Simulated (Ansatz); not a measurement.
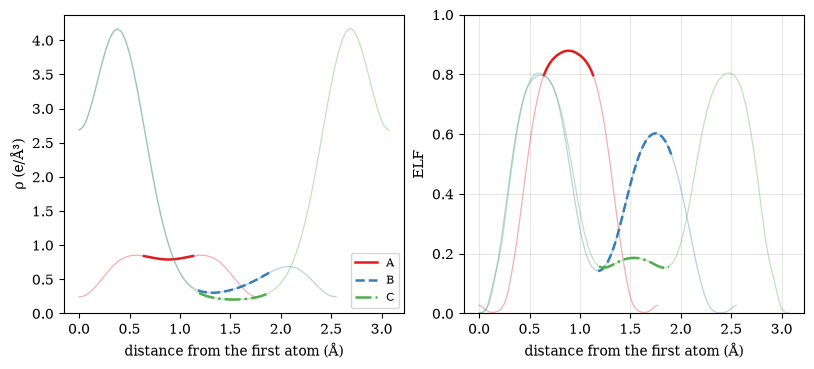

*ZrB₂. Valence electron density and ELF along straight lines between neighbouring atoms. Thin, pale parts lie inside the atomic spheres.*

Space group P6/mmm.

All numbers below come from DFT LDA, scalar-relativistic, plane waves, PAW in Ansatz 0.2.0.

Core electrons are frozen (PAW), and the valence fields are smoothed inside the atomic spheres.

```cif
data_structure
_symmetry_space_group_name_H-M 'P 1'
_symmetry_Int_Tables_number 1
_cell_length_a 3.0699
_cell_length_b 3.0699
_cell_length_c 3.6633
_cell_angle_alpha 90.000
_cell_angle_beta 90.000
_cell_angle_gamma 120.000
_cell_volume 29.90
loop_
_atom_site_label
_atom_site_type_symbol
_atom_site_fract_x
_atom_site_fract_y
_atom_site_fract_z
_atom_site_occupancy
Zr1 Zr 0.00000 0.00000 0.00000 1
B1 B 0.33333 0.66667 0.50000 1
B2 B 0.66667 0.33333 0.50000 1
```

**Which curve belongs to which contact (B–B, Zr–B and Zr–Zr)? The first atom named is at distance zero.**

Curve A: B–B (1.77 Å): ρ is about 0.79 e/Å³ halfway; the ELF peaks at about 0.90 between the atoms. Curve B: Zr–B (2.55 Å): the density is about 0.31 e/Å³ at the midpoint; the ELF peaks at about 0.60 in the valence shell of B, 0.8 Å from its nucleus, and is about 0.15 at the midpoint. Curve C: Zr–Zr (3.07 Å): the density is about 0.2 e/Å³ at the midpoint; the ELF is about 0.20 at the midpoint; no localised pair shows between them.
